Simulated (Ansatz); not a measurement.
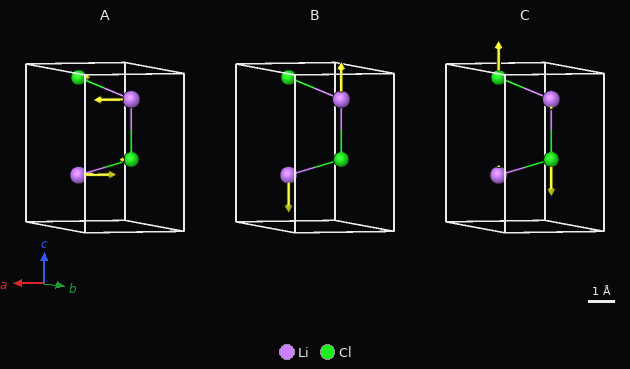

Three optical modes of solid LiCl (a generated structure) at the zone centre, in no order (one member of each degenerate set). The yellow arrows give the relative displacements of the atoms. Style: ball-and-stick. Shown: the cell of the calculation, from a free direction.

Method: DFT PBE, scalar-relativistic, plane waves, PAW (Ansatz 0.2.0). Settings: plane-wave cutoff 420 eV; k-point mesh 6 × 6 × 4; occupations fixed; no spin polarisation.

Frequencies are those without the non-analytic (LO–TO) term.

Q: Rank the modes by frequency, softest first.

A: C (186 cm⁻¹), A (302 cm⁻¹), B (356 cm⁻¹). C, B₁: All motion is along c; atoms of one kind move against one another, with no net shift of any sublattice; it stretches the shortest Cl–Li bonds (2.39 Å). A, E₂: All motion is along a; atoms of one kind move against one another, with no net shift of any sublattice; it stretches the shortest Cl–Li bonds (2.39 Å); the kinetic energy is shared as Li 85 %, Cl 15 %. B, B₁: The Cl atoms hardly move; all motion is along c; atoms of one kind move against one another, with no net shift of their sublattice; it stretches the shortest Cl–Li bonds (2.39 Å).
